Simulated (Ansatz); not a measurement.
## Molecular dynamics of C₃H₈ (part 1 of 2)

System: C₃H₈ (disordered cell, 33 atoms in the cell).
Method: DFT PBE-D3(BJ), scalar-relativistic, plane waves, PAW, no spin polarisation (Ansatz 0.2.0).

It belongs to a series of runs on one base structure; here: dynamics from the start.

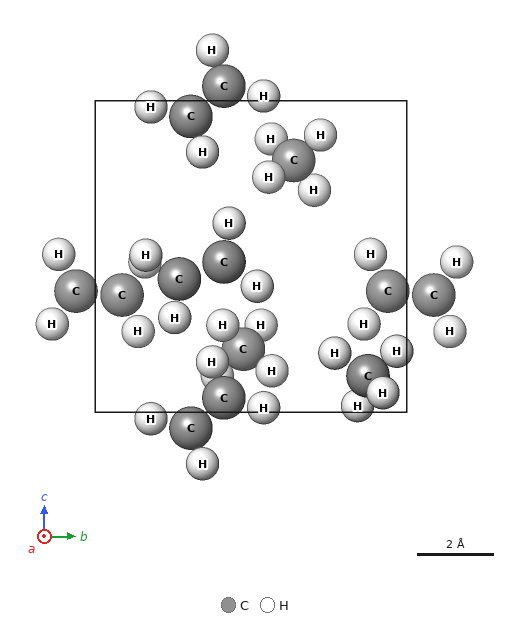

The structure as given in the input (spheres-only view of the cell of the calculation, along the a axis).

The input:
```yaml
accuracy: low
crystal:
  lattice:
    - [8.269467, 0.0, 0.0]
    - [0.0, 8.269467, 0.0]
    - [0.0, 0.0, 8.269467]
  atoms:
    - { symbol: C, position: [0.66732016, 0.41366835, 0.48266085] }
    - { symbol: C, position: [0.61601566, 0.27053682, 0.42811147] }
    - { symbol: H, position: [0.67164286, 0.52032305, 0.40478583] }
    - { symbol: H, position: [0.70814105, 0.42993819, 0.6072093] }
    - { symbol: H, position: [0.57357698, 0.25554668, 0.30439754] }
    - { symbol: H, position: [0.61492367, 0.16301264, 0.50454965] }
    - { symbol: C, position: [0.54448309, 0.30751685, -0.05048018] }
    - { symbol: C, position: [0.4713384, 0.41327973, 0.04674967] }
    - { symbol: H, position: [0.59854551, 0.34470394, -0.16460405] }
    - { symbol: H, position: [0.55169935, 0.17928526, -0.02025841] }
    - { symbol: H, position: [0.45979463, 0.54077392, 0.01513083] }
    - { symbol: H, position: [0.41927257, 0.3765312, 0.16205847] }
    - { symbol: C, position: [0.06774263, 0.0866726, 0.37663768] }
    - { symbol: C, position: [0.13102941, -0.06114404, 0.38929023] }
    - { symbol: H, position: [0.035445, 0.13834201, 0.25967694] }
    - { symbol: H, position: [0.03876175, 0.15988781, 0.48269899] }
    - { symbol: H, position: [0.15050733, -0.13711335, 0.2835566] }
    - { symbol: H, position: [0.15659588, -0.11645476, 0.50697424] }
    - { symbol: C, position: [0.8460585, 0.87551515, 0.11745656] }
    - { symbol: H, position: [0.79384077, 0.96793862, 0.19632468] }
    - { symbol: H, position: [0.7607606, 0.84201176, 0.02188955] }
    - { symbol: H, position: [0.87630951, 0.76906901, 0.19027451] }
    - { symbol: H, position: [0.95691155, 0.92332432, 0.06324052] }
    - { symbol: C, position: [0.04793466, 0.63712045, 0.80820908] }
    - { symbol: H, position: [0.10683322, 0.72314118, 0.88980295] }
    - { symbol: H, position: [-0.03902699, 0.56521483, 0.87720886] }
    - { symbol: H, position: [0.13900471, 0.55720266, 0.75475771] }
    - { symbol: H, position: [-0.01519551, 0.70367392, 0.71271843] }
    - { symbol: C, position: [0.08666624, 0.47588676, 0.20301098] }
    - { symbol: H, position: [-0.00496001, 0.5327523, 0.27977985] }
    - { symbol: H, position: [0.02793106, 0.39207983, 0.11895358] }
    - { symbol: H, position: [0.17194986, 0.40992109, 0.27963382] }
    - { symbol: H, position: [0.15136751, 0.56766382, 0.13345506] }
basis:
  ecutwfc: 420.0
kpoints:
  mp_grid: { grid: [1, 1, 1] }
hamiltonian:
  xc: pbe
  dispersion: d3bj
scf:
  occupations: { method: fermi_dirac, width: 0.02 }
  lower_state_search: "off"
md:
  timestep: 0.5
  n_steps: 300
  ensemble: nvt_langevin
  temperature: 500.0
  initial_velocities: maxwell_boltzmann
  seed: 947691
  friction: 0.02
```

Run as:
```bash
ansatz run input.yaml --threads 1 --pin off --max-ram 3072MiB --backend cpu --events-out ev --progress --plain --runs-dir out
```

Log:
```
Warning: md: disabling space-group detection — thermal motion breaks the input geometry's symmetry, so no spatial operation reduces the k-mesh or symmetrises the density; time reversal is kept, so that k and −k are solved as one point where they differ and the mesh holds both, and exact exchange and, on two spinor components, a DFT+U term hold to it where the run has them: on two components no moment then forms, and a state that bears one, which a typed moment (crystal.atoms[].spin; refused beside efield: under a hybrid functional) reaches, can lie lower, under hf by electronvolts; crystal.symmetry.detect: false (a key that needs symmetry detection or time reversal refuses this as the deck is read) with time_reversal: false beside it drops time reversal too
Engine: ansatz 0.2.0, x86_64-unknown-linux-gnu
Pseudopotentials: kind: paw
Pseudopotential: C, paw, valence charge 4, recommended cutoff 420 eV (normal), C.paw.azcp
Pseudopotential: H, paw, valence charge 1, recommended cutoff 420 eV (normal), H.paw.azcp
Functional definition: PBE
  parameter kappa = 0.804
  parameter beta = 0.06672455060314922
  exchange = pbe_x(kappa = kappa, mu = beta*pi^2/3)
  correlation = pbe_c(beta = beta)
Crystal: 33 atoms, lattice volume = 565.500 Å³
Basis set: ecut = 420 eV, 11067 PW (Γ), exchange–correlation on 120×120×120 points (8 copies of the dense FFT grid, shifted against one another)
Bands: 63, of which v1, the nominal top of the filled ones, is band 30 counted from 1 (29 counted from 0)
Symmetry: 1 space group operations
k-points: 1
Non-local potential: C, projectors of the file, l = 0: 2, l = 1: 2, l = 2: 1
Non-local potential: H, projectors of the file, l = 0: 2, l = 1: 1
PAW form: soft (Blöchl's): semilocal exchange-correlation on the pseudo side does not see the compensation charge
PAW one-centre angular grid: C, 110 points (default); XC on 64 Gauss nodes
PAW one-centre angular grid: H, 110 points (default); XC on 64 Gauss nodes
Initial density: superposition of atomic densities (neutral atoms: chi_scale 0, normalization atom), corrected by the library's trained network
Initial wavefunctions: pseudopotential atomic-orbital guess
Functional: x = pbe(κ = 0.804, μ = 0.2195149727645171), c = pbe(β = 0.06672455060314922)
SCF iter   1: F=—  HF=-2643.900655 eV  |F-HF|=—  |Δ(HF+E_count)|=         —  Δρ=2.08e-3  dr2=3.86e-2  ethr=1.77e-3  ⟨swp⟩=6.0  Hψ=300  notcnv=0  defer=11
preconditioner: auto → Resta (q_TF=auto, 1.877 Å⁻¹)  ε∞=1.8  [insulator: Δε(μ)=5.245 eV  Ē_g=13.670 eV  σ=0.020 eV  W_gap=1.00  n_scr=80 (ndim 8)  ℏωp=12.1 eV  f_vac=0.419  D(μ)=0.00/eV (n_scr^D=0)  ε∞_Penn≈1.8]
SCF iter   2: F=—  HF=-2643.910565 eV  |F-HF|=—  |Δ(HF+E_count)|=   9.91e-3  Δρ=1.08e-3  dr2=8.97e-3  ethr=6.44e-5  ⟨swp⟩=3.0  Hψ=101  notcnv=0  defer=29
SCF iter   3: F=—  HF=-2643.917865 eV  |F-HF|=—  |Δ(HF+E_count)|=   7.30e-3  Δρ=3.40e-4  dr2=1.25e-3  ethr=1.49e-5  ⟨swp⟩=2.0  Hψ=56  notcnv=0  defer=29
SCF iter   4: F=—  HF=-2643.918372 eV  |F-HF|=—  |Δ(HF+E_count)|=   5.08e-4  Δρ=2.19e-4  dr2=3.84e-4  ethr=2.08e-6  ⟨swp⟩=2.0  Hψ=66  notcnv=0  defer=29
SCF iter   5: F=—  HF=-2643.918307 eV  |F-HF|=—  |Δ(HF+E_count)|=   6.55e-5  Δρ=7.56e-5  dr2=4.90e-5  ethr=6.40e-7  ⟨swp⟩=2.0  Hψ=65  notcnv=0  defer=29
SCF iter   6: F=—  HF=-2643.918293 eV  |F-HF|=—  |Δ(HF+E_count)|=   1.40e-5  Δρ=1.89e-5  dr2=3.28e-6  ethr=8.16e-8  ⟨swp⟩=2.0  Hψ=63  notcnv=0  defer=29
SCF iter   7: F=—  HF=-2643.918574 eV  |F-HF|=—  |Δ(HF+E_count)|=   2.81e-4  Δρ=5.74e-6  dr2=2.31e-7  ethr=5.46e-9  ⟨swp⟩=2.0  Hψ=60  notcnv=0  defer=29
SCF iter   8: F=—  HF=-2643.918574 eV  |F-HF|=—  |Δ(HF+E_count)|=   2.34e-7  Δρ=3.05e-6  dr2=7.43e-8  ethr=5.50e-11  ⟨swp⟩=5.0  Hψ=175  notcnv=0
SCF iter   9: F=-2643.918574 eV  HF=-2643.918574 eV  |F-HF|=8.07e-9  |Δ(HF+E_count)|=   1.64e-8  Δρ=1.37e-6  dr2=1.48e-8  ethr=5.50e-11  ⟨swp⟩=5.0  Hψ=159  notcnv=0
SCF 1 converged in 9 iterations: F = -2643.918574 eV  dr2 = 1.48e-8
  greatest PAW one-centre occupation: 0.679 electrons in one spin orbital (limit 2), on the C atom at site 7 (counted from 0), in its partial waves of l = 0
md step     0: t =     0.00 fs  T =   484.8 K  F+E_penalty+E_count = -2643.91857420 eV  E_kin = 2.068160 eV  (9 SCF iters)
Initial density: handed on by an earlier stage of this run
Initial wavefunctions: those handed on with the density
iter 1 solved again at ethr=5.11e-5 eV; its pass at ethr=3.10e-3 eV (dr2=3.07e-2 eV) is discarded
SCF iter   1: F=—  HF=-2643.881466 eV  |F-HF|=—  |Δ(HF+E_count)|=         —  Δρ=3.06e-3  dr2=3.24e-2  ethr=5.11e-5  ⟨swp⟩=7.0  Hψ=325  notcnv=0
preconditioner: auto → Resta (q_TF=auto, 1.877 Å⁻¹)  ε∞=1.8  [insulator: Δε(μ)=5.255 eV  Ē_g=13.640 eV  σ=0.020 eV  W_gap=1.00  n_scr=80 (ndim 8)  ℏωp=12.1 eV  f_vac=0.420  D(μ)=0.00/eV (n_scr^D=0)  ε∞_Penn≈1.8  vacuum switching on, ρ_ref=1.3e-2 e/Å³]
SCF iter   2: F=—  HF=-2643.875340 eV  |F-HF|=—  |Δ(HF+E_count)|=   6.13e-3  Δρ=1.43e-3  dr2=6.09e-3  ethr=5.11e-5  ⟨swp⟩=2.0  Hψ=117  notcnv=0
SCF iter   3: F=—  HF=-2643.874755 eV  |F-HF|=—  |Δ(HF+E_count)|=   5.86e-4  Δρ=6.56e-4  dr2=1.41e-3  ethr=1.02e-5  ⟨swp⟩=2.0  Hψ=112  notcnv=0
SCF iter   4: F=—  HF=-2643.874621 eV  |F-HF|=—  |Δ(HF+E_count)|=   1.34e-4  Δρ=1.25e-4  dr2=4.83e-5  ethr=2.35e-6  ⟨swp⟩=2.0  Hψ=72  notcnv=0
SCF iter   5: F=—  HF=-2643.874638 eV  |F-HF|=—  |Δ(HF+E_count)|=   1.67e-5  Δρ=2.77e-5  dr2=3.62e-6  ethr=8.05e-8  ⟨swp⟩=3.0  Hψ=107  notcnv=0
SCF iter   6: F=—  HF=-2643.874922 eV  |F-HF|=—  |Δ(HF+E_count)|=   2.85e-4  Δρ=9.27e-6  dr2=5.39e-7  ethr=6.04e-9  ⟨swp⟩=3.0  Hψ=105  notcnv=0
SCF iter   7: F=—  HF=-2643.874922 eV  |F-HF|=—  |Δ(HF+E_count)|=   1.92e-8  Δρ=4.49e-6  dr2=1.42e-7  ethr=8.99e-10  ⟨swp⟩=2.0  Hψ=93  notcnv=0
SCF iter   8: F=-2643.874922 eV  HF=-2643.874922 eV  |F-HF|=2.95e-10  |Δ(HF+E_count)|=   1.28e-8  Δρ=1.01e-6  dr2=6.10e-9  ethr=5.50e-11  ⟨swp⟩=3.0  Hψ=194  notcnv=0
SCF 2 converged in 8 iterations: F = -2643.874922 eV  dr2 = 6.10e-9
  greatest PAW one-centre occupation: 0.681 electrons in one spin orbital (limit 2), on the C atom at site 12 (counted from 0), in its partial waves of l = 0
md step     1: t =     0.50 fs  T =   499.3 K  F+E_penalty+E_count = -2643.87492210 eV  E_kin = 2.129692 eV  (8 SCF iters)
[... from here on the SCF iterations and repeated set-up lines of each step are left out, up to the last step ...]
md step     2: t =     1.00 fs  T =   468.3 K  F+E_penalty+E_count = -2643.74212483 eV  E_kin = 1.997533 eV  (8 SCF iters)
md step     3: t =     1.50 fs  T =   431.5 K  F+E_penalty+E_count = -2643.55934957 eV  E_kin = 1.840537 eV  (8 SCF iters)
md step     4: t =     2.00 fs  T =   386.2 K  F+E_penalty+E_count = -2643.38448282 eV  E_kin = 1.647234 eV  (8 SCF iters)
md step     5: t =     2.50 fs  T =   366.9 K  F+E_penalty+E_count = -2643.25997188 eV  E_kin = 1.564972 eV  (6 SCF iters)
md step     6: t =     3.00 fs  T =   343.7 K  F+E_penalty+E_count = -2643.20025738 eV  E_kin = 1.465942 eV  (6 SCF iters)
md step     7: t =     3.50 fs  T =   337.9 K  F+E_penalty+E_count = -2643.18403640 eV  E_kin = 1.441274 eV  (6 SCF iters)
md step     8: t =     4.00 fs  T =   339.5 K  F+E_penalty+E_count = -2643.17836506 eV  E_kin = 1.448155 eV  (6 SCF iters)
md step     9: t =     4.50 fs  T =   323.5 K  F+E_penalty+E_count = -2643.15898414 eV  E_kin = 1.379761 eV  (5 SCF iters)
md step    10: t =     5.00 fs  T =   326.8 K  F+E_penalty+E_count = -2643.10581811 eV  E_kin = 1.393825 eV  (7 SCF iters)
md step    11: t =     5.50 fs  T =   303.7 K  F+E_penalty+E_count = -2643.02230285 eV  E_kin = 1.295290 eV  (6 SCF iters)
md step    12: t =     6.00 fs  T =   271.8 K  F+E_penalty+E_count = -2642.91753874 eV  E_kin = 1.159405 eV  (6 SCF iters)
md step    13: t =     6.50 fs  T =   265.8 K  F+E_penalty+E_count = -2642.79848375 eV  E_kin = 1.133793 eV  (5 SCF iters)
md step    14: t =     7.00 fs  T =   238.4 K  F+E_penalty+E_count = -2642.68012790 eV  E_kin = 1.016960 eV  (6 SCF iters)
md step    15: t =     7.50 fs  T =   231.3 K  F+E_penalty+E_count = -2642.59742528 eV  E_kin = 0.986595 eV  (6 SCF iters)
md step    16: t =     8.00 fs  T =   233.7 K  F+E_penalty+E_count = -2642.58716581 eV  E_kin = 0.997035 eV  (6 SCF iters)
md step    17: t =     8.50 fs  T =   271.7 K  F+E_penalty+E_count = -2642.66116718 eV  E_kin = 1.159139 eV  (5 SCF iters)
md step    18: t =     9.00 fs  T =   306.8 K  F+E_penalty+E_count = -2642.78939064 eV  E_kin = 1.308724 eV  (6 SCF iters)
md step    19: t =     9.50 fs  T =   340.6 K  F+E_penalty+E_count = -2642.94253399 eV  E_kin = 1.452682 eV  (6 SCF iters)
md step    20: t =    10.00 fs  T =   363.9 K  F+E_penalty+E_count = -2643.09820219 eV  E_kin = 1.552084 eV  (8 SCF iters)
md step    21: t =    10.50 fs  T =   398.2 K  F+E_penalty+E_count = -2643.22860453 eV  E_kin = 1.698461 eV  (6 SCF iters)
md step    22: t =    11.00 fs  T =   433.1 K  F+E_penalty+E_count = -2643.31105442 eV  E_kin = 1.847376 eV  (6 SCF iters)
md step    23: t =    11.50 fs  T =   439.2 K  F+E_penalty+E_count = -2643.33107139 eV  E_kin = 1.873281 eV  (6 SCF iters)
md step    24: t =    12.00 fs  T =   452.6 K  F+E_penalty+E_count = -2643.29867620 eV  E_kin = 1.930530 eV  (5 SCF iters)
md step    25: t =    12.50 fs  T =   427.4 K  F+E_penalty+E_count = -2643.22786857 eV  E_kin = 1.822985 eV  (6 SCF iters)
md step    26: t =    13.00 fs  T =   415.0 K  F+E_penalty+E_count = -2643.14710888 eV  E_kin = 1.770262 eV  (6 SCF iters)
md step    27: t =    13.50 fs  T =   406.5 K  F+E_penalty+E_count = -2643.09968006 eV  E_kin = 1.733782 eV  (6 SCF iters)
md step    28: t =    14.00 fs  T =   439.7 K  F+E_penalty+E_count = -2643.09586063 eV  E_kin = 1.875579 eV  (6 SCF iters)
md step    29: t =    14.50 fs  T =   436.8 K  F+E_penalty+E_count = -2643.11307987 eV  E_kin = 1.863097 eV  (6 SCF iters)
md step    30: t =    15.00 fs  T =   420.4 K  F+E_penalty+E_count = -2643.13589180 eV  E_kin = 1.793092 eV  (8 SCF iters)
md step    31: t =    15.50 fs  T =   421.9 K  F+E_penalty+E_count = -2643.15227911 eV  E_kin = 1.799807 eV  (6 SCF iters)
md step    32: t =    16.00 fs  T =   408.3 K  F+E_penalty+E_count = -2643.14823924 eV  E_kin = 1.741838 eV  (6 SCF iters)
md step    33: t =    16.50 fs  T =   394.5 K  F+E_penalty+E_count = -2643.12561929 eV  E_kin = 1.682638 eV  (6 SCF iters)
md step    34: t =    17.00 fs  T =   394.2 K  F+E_penalty+E_count = -2643.08937344 eV  E_kin = 1.681306 eV  (6 SCF iters)
md step    35: t =    17.50 fs  T =   390.7 K  F+E_penalty+E_count = -2643.03372038 eV  E_kin = 1.666523 eV  (6 SCF iters)
md step    36: t =    18.00 fs  T =   397.5 K  F+E_penalty+E_count = -2642.95424884 eV  E_kin = 1.695634 eV  (6 SCF iters)
md step    37: t =    18.50 fs  T =   390.6 K  F+E_penalty+E_count = -2642.87666171 eV  E_kin = 1.666100 eV  (6 SCF iters)
md step    38: t =    19.00 fs  T =   367.7 K  F+E_penalty+E_count = -2642.82609174 eV  E_kin = 1.568659 eV  (6 SCF iters)
md step    39: t =    19.50 fs  T =   352.8 K  F+E_penalty+E_count = -2642.80809663 eV  E_kin = 1.504800 eV  (5 SCF iters)
md step    40: t =    20.00 fs  T =   356.5 K  F+E_penalty+E_count = -2642.83198399 eV  E_kin = 1.520504 eV  (8 SCF iters)
md step    41: t =    20.50 fs  T =   377.3 K  F+E_penalty+E_count = -2642.89663625 eV  E_kin = 1.609466 eV  (6 SCF iters)
md step    42: t =    21.00 fs  T =   392.4 K  F+E_penalty+E_count = -2642.96841231 eV  E_kin = 1.673767 eV  (6 SCF iters)
md step    43: t =    21.50 fs  T =   386.1 K  F+E_penalty+E_count = -2643.01230144 eV  E_kin = 1.646892 eV  (6 SCF iters)
md step    44: t =    22.00 fs  T =   379.9 K  F+E_penalty+E_count = -2643.01850809 eV  E_kin = 1.620522 eV  (6 SCF iters)
md step    45: t =    22.50 fs  T =   389.5 K  F+E_penalty+E_count = -2642.98251609 eV  E_kin = 1.661399 eV  (5 SCF iters)
md step    46: t =    23.00 fs  T =   361.1 K  F+E_penalty+E_count = -2642.91473040 eV  E_kin = 1.540468 eV  (5 SCF iters)
md step    47: t =    23.50 fs  T =   342.6 K  F+E_penalty+E_count = -2642.85921498 eV  E_kin = 1.461523 eV  (6 SCF iters)
md step    48: t =    24.00 fs  T =   350.1 K  F+E_penalty+E_count = -2642.84998147 eV  E_kin = 1.493569 eV  (6 SCF iters)
md step    49: t =    24.50 fs  T =   370.7 K  F+E_penalty+E_count = -2642.89301951 eV  E_kin = 1.581068 eV  (6 SCF iters)
md step    50: t =    25.00 fs  T =   382.5 K  F+E_penalty+E_count = -2642.96851008 eV  E_kin = 1.631712 eV  (8 SCF iters)
md step    51: t =    25.50 fs  T =   407.0 K  F+E_penalty+E_count = -2643.04700938 eV  E_kin = 1.736105 eV  (6 SCF iters)
md step    52: t =    26.00 fs  T =   440.6 K  F+E_penalty+E_count = -2643.09854092 eV  E_kin = 1.879324 eV  (5 SCF iters)
md step    53: t =    26.50 fs  T =   483.5 K  F+E_penalty+E_count = -2643.10600764 eV  E_kin = 2.062616 eV  (6 SCF iters)
md step    54: t =    27.00 fs  T =   504.9 K  F+E_penalty+E_count = -2643.07003672 eV  E_kin = 2.153610 eV  (6 SCF iters)
```
